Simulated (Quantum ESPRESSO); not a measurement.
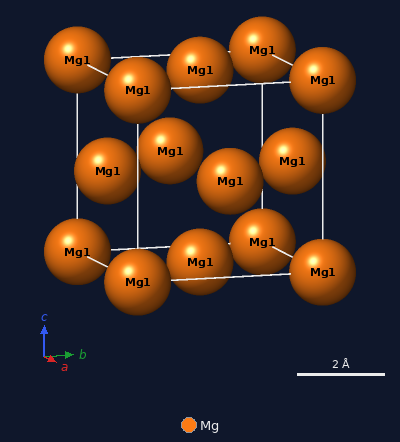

The input geometry (spheres-only view of the cell 4 times as large as that of the calculation, set on its symmetry axes, seen slightly off an axis; atoms are numbered from 1 in the order of the input).

## Run report: Mg, fields calculation (part 1 of 2)

System: Mg (Fm-3m, 1 atom in the cell).
Method: Kohn-Sham DFT of a periodic cell, vdW-DF2, PseudoDojo 0.4 SR PBE stringent, no spin polarisation (Quantum ESPRESSO 7.5).

The structure derives from a Materials Project entry.

### The program's output
```
This program is part of the open-source Quantum ESPRESSO suite
     for quantum simulation of materials; please cite
         "P. Giannozzi et al., J. Phys.:Condens. Matter 21 395502 (2009);
         "P. Giannozzi et al., J. Phys.:Condens. Matter 29 465901 (2017);
         "P. Giannozzi et al., J. Chem. Phys. 152 154105 (2020);
          URL
     in publications or presentations arising from this work. More details at

     IMPORTANT: XC functional enforced from input :
     Exchange-correlation= VDW-DF2
                           (   1   4  13   0   2   0   0)
     Any further DFT definition will be discarded
     Please, verify this is what you really want

     G-vector sticks info
     --------------------
     sticks:   dense  smooth     PW     G-vecs:    dense   smooth      PW
     Sum         847     847    253                16049    16049    2685

     Using Slab Decomposition

     bravais-lattice index     =            2
     lattice parameter (alat)  =       8.4821  a.u.
     unit-cell volume          =     152.5611 (a.u.)^3
     number of atoms/cell      =            1
     number of atomic types    =            1
     number of electrons       =        10.00
     number of Kohn-Sham states=           10
     kinetic-energy cutoff     =      84.0000  Ry
     charge density cutoff     =     336.0000  Ry
     scf convergence threshold =      1.0E-05
     mixing beta               =       0.5000
     number of iterations used =            8  plain     mixing
     Exchange-correlation= VDW-DF2
                           (   1   4  13   0   2   0   0)

     celldm(1)=   8.482058  celldm(2)=   0.000000  celldm(3)=   0.000000
     celldm(4)=   0.000000  celldm(5)=   0.000000  celldm(6)=   0.000000

     crystal axes: (cart. coord. in units of alat)
               a(1) = (  -0.500000   0.000000   0.500000 )
               a(2) = (   0.000000   0.500000   0.500000 )
               a(3) = (  -0.500000   0.500000   0.000000 )

     reciprocal axes: (cart. coord. in units 2 pi/alat)
               b(1) = ( -1.000000 -1.000000  1.000000 )
               b(2) = (  1.000000  1.000000  1.000000 )
               b(3) = ( -1.000000  1.000000 -1.000000 )

     PseudoPot. # 1 for Mg read from file:
     Mg.upf
     Pseudo is Norm-conserving, Zval = 10.0
     Generated using ONCVPSP code by D. R. Hamann
     Using radial grid of 1510 points,  4 beta functions with:
                l(1) =   0
                l(2) =   0
                l(3) =   1
                l(4) =   1

     atomic species   valence    mass     pseudopotential
     Mg               10.00    24.30500     Mg( 1.00)

     48 Sym. Ops., with inversion, found

   Cartesian axes

     site n.     atom                  positions (alat units)
         1        Mg     tau(   1) = (   0.0000000   0.0000000   0.0000000  )

     number of k points=    47  Gaussian smearing, width (Ry)=  0.0147
                       cart. coord. in units 2pi/alat
        k(    1) = (   0.0000000   0.0000000   0.0000000), wk =   0.0020000
        k(    2) = (  -0.1000000   0.1000000  -0.1000000), wk =   0.0160000
        k(    3) = (  -0.2000000   0.2000000  -0.2000000), wk =   0.0160000
        k(    4) = (  -0.3000000   0.3000000  -0.3000000), wk =   0.0160000
        k(    5) = (  -0.4000000   0.4000000  -0.4000000), wk =   0.0160000
        k(    6) = (   0.5000000  -0.5000000   0.5000000), wk =   0.0080000
        k(    7) = (   0.0000000   0.2000000   0.0000000), wk =   0.0120000
        k(    8) = (  -0.1000000   0.3000000  -0.1000000), wk =   0.0480000
        k(    9) = (  -0.2000000   0.4000000  -0.2000000), wk =   0.0480000
        k(   10) = (  -0.3000000   0.5000000  -0.3000000), wk =   0.0480000
        k(   11) = (   0.6000000  -0.4000000   0.6000000), wk =   0.0480000
        k(   12) = (   0.5000000  -0.3000000   0.5000000), wk =   0.0480000
        k(   13) = (   0.4000000  -0.2000000   0.4000000), wk =   0.0480000
        k(   14) = (   0.3000000  -0.1000000   0.3000000), wk =   0.0480000
        k(   15) = (   0.2000000   0.0000000   0.2000000), wk =   0.0240000
        k(   16) = (   0.0000000   0.4000000   0.0000000), wk =   0.0120000
        k(   17) = (  -0.1000000   0.5000000  -0.1000000), wk =   0.0480000
        k(   18) = (  -0.2000000   0.6000000  -0.2000000), wk =   0.0480000
        k(   19) = (   0.7000000  -0.3000000   0.7000000), wk =   0.0480000
        k(   20) = (   0.6000000  -0.2000000   0.6000000), wk =   0.0480000
        k(   21) = (   0.5000000  -0.1000000   0.5000000), wk =   0.0480000
        k(   22) = (   0.4000000   0.0000000   0.4000000), wk =   0.0240000
        k(   23) = (   0.0000000   0.6000000   0.0000000), wk =   0.0120000
        k(   24) = (  -0.1000000   0.7000000  -0.1000000), wk =   0.0480000
        k(   25) = (   0.8000000  -0.2000000   0.8000000), wk =   0.0480000
        k(   26) = (   0.7000000  -0.1000000   0.7000000), wk =   0.0480000
        k(   27) = (   0.6000000  -0.0000000   0.6000000), wk =   0.0240000
        k(   28) = (   0.0000000   0.8000000   0.0000000), wk =   0.0120000
        k(   29) = (   0.9000000  -0.1000000   0.9000000), wk =   0.0480000
        k(   30) = (   0.8000000   0.0000000   0.8000000), wk =   0.0240000
        k(   31) = (   0.0000000  -1.0000000   0.0000000), wk =   0.0060000
        k(   32) = (  -0.2000000   0.4000000   0.0000000), wk =   0.0480000
        k(   33) = (  -0.3000000   0.5000000  -0.1000000), wk =   0.0960000
        k(   34) = (   0.6000000  -0.4000000   0.8000000), wk =   0.0960000
        k(   35) = (   0.5000000  -0.3000000   0.7000000), wk =   0.0480000
        k(   36) = (  -0.2000000   0.6000000   0.0000000), wk =   0.0480000
        k(   37) = (   0.7000000  -0.3000000   0.9000000), wk =   0.0960000
        k(   38) = (   0.6000000  -0.2000000   0.8000000), wk =   0.0960000
        k(   39) = (   0.5000000  -0.1000000   0.7000000), wk =   0.0960000
        k(   40) = (   0.4000000   0.0000000   0.6000000), wk =   0.0480000
        k(   41) = (   0.8000000  -0.2000000   1.0000000), wk =   0.0480000
        k(   42) = (   0.7000000  -0.1000000   0.9000000), wk =   0.0960000
        k(   43) = (   0.6000000   0.0000000   0.8000000), wk =   0.0480000
        k(   44) = (  -0.2000000  -1.0000000   0.0000000), wk =   0.0240000
        k(   45) = (   0.6000000  -0.2000000   1.0000000), wk =   0.0480000
        k(   46) = (   0.5000000  -0.1000000   0.9000000), wk =   0.0480000
        k(   47) = (  -0.4000000  -1.0000000   0.0000000), wk =   0.0240000

     Dense  grid:    16049 G-vectors     FFT dimensions: (  36,  36,  36)

     Initial potential from superposition of free atoms

     starting charge       9.9992, renormalised to      10.0000

     %%%%%%%%%%%%%%%%%%%%%%%%%%%%%%%%%%%%%%%%%%%%%%%%%%%%%%%%%%%%%%%%%%%%%%%%
     %                                                                      %
     % You are using vdW-DF, which was implemented by the Thonhauser group. %
     % Please cite the following two papers that made this development      %
     % possible and the two reviews that describe the various versions:     %
     %                                                                      %
     %   T. Thonhauser et al., PRL 115, 136402 (2015).                      %
     %   T. Thonhauser et al., PRB 76, 125112 (2007).                       %
     %   K. Berland et al., Rep. Prog. Phys. 78, 066501 (2015).             %
     %   D.C. Langreth et al., J. Phys.: Condens. Matter 21, 084203 (2009). %
     %                                                                      %
     % If you are calculating stress with vdW-DF, please also cite:         %
     %                                                                      %
     %   R. Sabatini et al., J. Phys.: Condens. Matter 24, 424209 (2012).   %
     %                                                                      %
     %%%%%%%%%%%%%%%%%%%%%%%%%%%%%%%%%%%%%%%%%%%%%%%%%%%%%%%%%%%%%%%%%%%%%%%%

     %%%%%%%%%%%%%%%%%%%%%%%%%%%%%%%%%%%%%%%%%%%%%%%%%%%%%%%%%%%%%%%%%%%%%%%%
     %                                                                      %
     %  vdW-DF NEWS:                                                        %
     %                                                                      %
     %  * vdW-DF3 is now available. DOI: 10.1021/acs.jctc.0c00471           %
     %    use with input_dft = 'vdW-DF3-opt1' or 'vdW-DF3-opt2'             %
     %                                                                      %
     %  * Unscreened and range-separated hybrid vdW-DF-cx functionals       %
     %    DOI: 10.1063/1.4986522 and 10.1088/1361-648X/ac2ad2               %
     %    use with input_dft = 'vdW-DF-cx0'    and 'vdW-DF-ahcx'            %
     %  * Unscreened and range-separated hybrid vdW-DF2-b86r functionals    %
     %    DOI: 10.1063/1.4986522 and DOI: 10.1103/PhysRevX.12.041003        %
     %    use with input_dft = 'vdW-DF2-br0' and 'vdW-DF2-ahbr'             %
     %                                                                      %
     %%%%%%%%%%%%%%%%%%%%%%%%%%%%%%%%%%%%%%%%%%%%%%%%%%%%%%%%%%%%%%%%%%%%%%%%

     Starting wfcs are    5 randomized atomic wfcs +    5 random wfcs

     Self-consistent Calculation

     iteration #  1     ecut=    84.00 Ry     beta= 0.50
     CG style diagonalization
     ethr =  1.00E-02,  avg # of iterations =  4.9

     Threshold (ethr) on eigenvalues was too large:
     Diagonalizing with lowered threshold

     CG style diagonalization
     ethr =  1.77E-05,  avg # of iterations =  4.5

     total energy              =    -119.27636223 Ry
     estimated scf accuracy    <       0.00194652 Ry

     iteration #  2     ecut=    84.00 Ry     beta= 0.50
     CG style diagonalization
     ethr =  1.95E-05,  avg # of iterations =  3.1

     total energy              =    -119.27673672 Ry
     estimated scf accuracy    <       0.00053666 Ry

     iteration #  3     ecut=    84.00 Ry     beta= 0.50
     CG style diagonalization
     ethr =  5.37E-06,  avg # of iterations =  3.3

     total energy              =    -119.27682602 Ry
     estimated scf accuracy    <       0.00001256 Ry

     iteration #  4     ecut=    84.00 Ry     beta= 0.50
     CG style diagonalization
     ethr =  1.26E-07,  avg # of iterations =  3.5

     End of self-consistent calculation

          k = 0.0000 0.0000 0.0000 (  1989 PWs)   bands (ev):

   -70.7319 -37.6546 -37.6546 -37.6546  -1.3314  18.1762  18.1763  18.1762
    19.9010  19.9011

          k =-0.1000 0.1000-0.1000 (  1983 PWs)   bands (ev):

   -70.7316 -37.6577 -37.6550 -37.6550  -1.1063  15.4878  17.6940  17.6941
    19.9069  20.7574

          k =-0.2000 0.2000-0.2000 (  1976 PWs)   bands (ev):

   -70.7308 -37.6660 -37.6563 -37.6563  -0.4343  12.1972  17.1147  17.1147
    19.4683  20.9863

          k =-0.3000 0.3000-0.3000 (  1982 PWs)   bands (ev):

   -70.7298 -37.6763 -37.6578 -37.6578   0.6743   9.1680  16.8303  16.8303
    19.2097  19.4510

          k =-0.4000 0.4000-0.4000 (  1994 PWs)   bands (ev):

   -70.7291 -37.6845 -37.6590 -37.6590   2.2038   6.4778  16.8797  16.8797
    18.2821  18.2821

          k = 0.5000-0.5000 0.5000 (  2006 PWs)   bands (ev):

   -70.7288 -37.6877 -37.6595 -37.6595   3.9966   4.2975  17.0993  17.0995
    17.6871  17.6871

          k = 0.0000 0.2000 0.0000 (  2001 PWs)   bands (ev):

   -70.7315 -37.6576 -37.6558 -37.6558  -1.0313  16.4580  16.5886  16.5886
    19.0652  20.9934

          k =-0.1000 0.3000-0.1000 (  1988 PWs)   bands (ev):

   -70.7308 -37.6638 -37.6572 -37.6567  -0.5087  13.3948  15.8029  16.7091
    18.9064  19.6442

          k =-0.2000 0.4000-0.2000 (  1985 PWs)   bands (ev):

   -70.7299 -37.6731 -37.6588 -37.6582   0.4537  10.3073  15.3781  16.3233
    17.3610  21.3811

          k =-0.3000 0.5000-0.3000 (  1977 PWs)   bands (ev):

   -70.7291 -37.6817 -37.6600 -37.6600   1.8420   7.5143  15.3232  15.6210
    16.6895  20.4819

          k = 0.6000-0.4000 0.6000 (  1983 PWs)   bands (ev):

   -70.7286 -37.6864 -37.6614 -37.6602   3.6297   5.0842  14.7475  15.6431
    16.9442  19.5360

          k = 0.5000-0.3000 0.5000 (  1987 PWs)   bands (ev):

   -70.7287 -37.6853 -37.6618 -37.6595   2.9937   5.8480  14.1867  16.3427
    17.6685  18.9543

          k = 0.4000-0.2000 0.4000 (  1978 PWs)   bands (ev):

   -70.7293 -37.6790 -37.6610 -37.6580   1.3330   8.4032  14.0096  17.4246
    18.7310  18.7805

          k = 0.3000-0.1000 0.3000 (  1981 PWs)   bands (ev):

   -70.7303 -37.6700 -37.6593 -37.6564   0.0847  11.2826  14.2467  18.7357
    18.9686  20.1936

          k = 0.2000 0.0000 0.2000 (  1985 PWs)   bands (ev):

   -70.7311 -37.6618 -37.6570 -37.6553  -0.7323  14.1220  15.1864  18.7563
    20.3363  20.6682

          k = 0.0000 0.4000 0.0000 (  1992 PWs)   bands (ev):

   -70.7304 -37.6656 -37.6589 -37.6589  -0.1372  14.4863  14.8664  14.8664
    16.4644  17.8730

          k =-0.1000 0.5000-0.1000 (  1995 PWs)   bands (ev):

   -70.7297 -37.6721 -37.6608 -37.6607   0.6744  11.7640  14.3071  14.5459
    15.3737  18.2841

          k =-0.2000 0.6000-0.2000 (  1984 PWs)   bands (ev):

   -70.7289 -37.6791 -37.6632 -37.6620   1.9142   8.9302  13.1457  14.1242
    15.2935  20.3244

          k = 0.7000-0.3000 0.7000 (  1987 PWs)   bands (ev):

   -70.7284 -37.6833 -37.6659 -37.6621   3.5619   6.4013  12.0439  14.3183
    15.5343  22.0276

          k = 0.6000-0.2000 0.6000 (  1987 PWs)   bands (ev):

   -70.7283 -37.6834 -37.6676 -37.6612   4.1931   5.6377  11.3309  14.8923
    16.1806  21.3219

          k = 0.5000-0.1000 0.5000 (  1982 PWs)   bands (ev):

   -70.7287 -37.6798 -37.6672 -37.6595   2.4200   8.0044  11.0608  15.8503
    17.2269  20.9427

          k = 0.4000 0.0000 0.4000 (  1973 PWs)   bands (ev):

   -70.7295 -37.6747 -37.6640 -37.6577   1.0408  10.3153  11.6268  17.1939
    18.6303  20.4891

          k = 0.0000 0.6000 0.0000 (  1992 PWs)   bands (ev):

   -70.7292 -37.6753 -37.6628 -37.6628   1.3329  12.5796  13.0352  13.6179
    13.6179  16.5016

          k =-0.1000 0.7000-0.1000 (  1993 PWs)   bands (ev):

   -70.7285 -37.6799 -37.6652 -37.6642   2.4190  10.5558  11.0395  13.3071
    14.1213  17.2681

          k = 0.8000-0.2000 0.8000 (  1989 PWs)   bands (ev):

   -70.7281 -37.6820 -37.6691 -37.6645   3.9122   8.0729   9.6992  13.3732
    14.3991  19.6058

          k = 0.7000-0.1000 0.7000 (  1982 PWs)   bands (ev):

   -70.7279 -37.6804 -37.6734 -37.6635   5.6238   5.9762   8.8491  13.8173
    14.9565  22.4393

          k = 0.6000-0.0000 0.6000 (  1979 PWs)   bands (ev):

   -70.7282 -37.6786 -37.6737 -37.6616   3.9180   7.6055   8.8532  14.6422
    15.9063  23.3428

          k = 0.0000 0.8000 0.0000 (  1996 PWs)   bands (ev):

   -70.7281 -37.6831 -37.6659 -37.6659   3.3457   9.0662  12.1576  12.8693
    12.8693  15.6469

          k = 0.9000-0.1000 0.9000 (  1991 PWs)   bands (ev):

   -70.7278 -37.6845 -37.6681 -37.6664   4.6611   7.6440  10.1603  12.8082
    13.5408  16.7349

          k = 0.8000 0.0000 0.8000 (  1996 PWs)   bands (ev):

   -70.7278 -37.6825 -37.6720 -37.6655   5.9918   6.9371   7.9765  13.1235
    14.1018  19.3577

          k = 0.0000-1.0000 0.0000 (  2012 PWs)   bands (ev):

   -70.7278 -37.6860 -37.6672 -37.6672   5.4565   6.4527  11.8644  12.6202
    12.6202  15.3533

          k =-0.2000 0.4000 0.0000 (  1987 PWs)   bands (ev):

   -70.7302 -37.6692 -37.6603 -37.6576   0.1587  12.2189  13.4255  16.9495
    17.6422  19.4440

          k =-0.3000 0.5000-0.1000 (  1978 PWs)   bands (ev):

   -70.7293 -37.6763 -37.6632 -37.6590   1.2600   9.6456  12.6558  15.3423
    17.9813  20.6494

          k = 0.6000-0.4000 0.8000 (  1977 PWs)   bands (ev):

   -70.7286 -37.6824 -37.6649 -37.6606   2.7791   7.0188  12.6347  14.1276
    18.1756  19.5536

          k = 0.5000-0.3000 0.7000 (  1980 PWs)   bands (ev):

   -70.7284 -37.6847 -37.6654 -37.6613   4.5401   4.8799  12.8297  13.5259
    18.6253  18.7416

          k =-0.2000 0.6000 0.0000 (  1990 PWs)   bands (ev):

   -70.7290 -37.6767 -37.6644 -37.6617   1.6240  10.8536  11.9667  13.1301
    16.3479  18.2990

          k = 0.7000-0.3000 0.9000 (  1989 PWs)   bands (ev):

   -70.7284 -37.6805 -37.6677 -37.6631   2.9929   8.5386  11.1886  12.0098
    16.9598  20.0846

          k = 0.6000-0.2000 0.8000 (  1990 PWs)   bands (ev):

   -70.7281 -37.6817 -37.6705 -37.6635   4.7463   6.1917  10.4468  12.0336
    17.4304  21.2917

          k = 0.5000-0.1000 0.7000 (  1983 PWs)   bands (ev):
```
